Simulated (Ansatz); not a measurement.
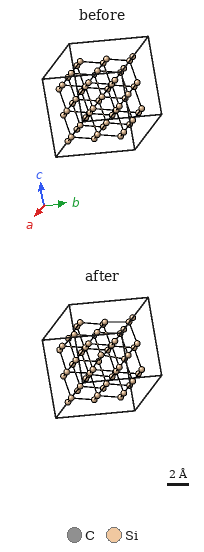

The structure of a defect cell of composition Si$_{53}$C before (top) and after (bottom) a relaxation, at one scale.

The picture is a ball-and-stick view of the cell of the calculation (origin shifted), seen slightly off an axis.

These are results of DFT PBE, scalar-relativistic, plane waves, PAW (Ansatz 0.2.0), not measurements. (plane-wave cutoff 420 eV; k-point mesh 2 × 2 × 2; occupations gaussian; smearing width 0.02 eV; no spin polarisation; atoms relaxed in a fixed cell; force threshold 0.03 eV/Å; at most 40 steps)

Summarise the run.

Answer. The largest moves, 0.31 Å, are those of Si atoms. C stays in place. The cell doesn't change. Near-neighbour distances that change, for instance: C–Si 2.369 → 2.056 Å, Si–Si 2.369 → 2.431 Å. Among the angles between lasting bonds that change: Si–Si–Si 109.5° → 116.4°, Si–Si–Si 109.5° → 102.9°, Si–Si–Si 109.5° → 106.7°. Over 3 accepted moves (4 points after the start) the energy falls by 1.656 eV per cell of the calculation. The largest force component goes from 1.3 to 0.027 eV/Å. 1 step only repeated the SCF at the same geometry. The run took 84 s on 8 threads of AMD EPYC (Zen 3), on a shared host, peak memory 3.3 GiB.
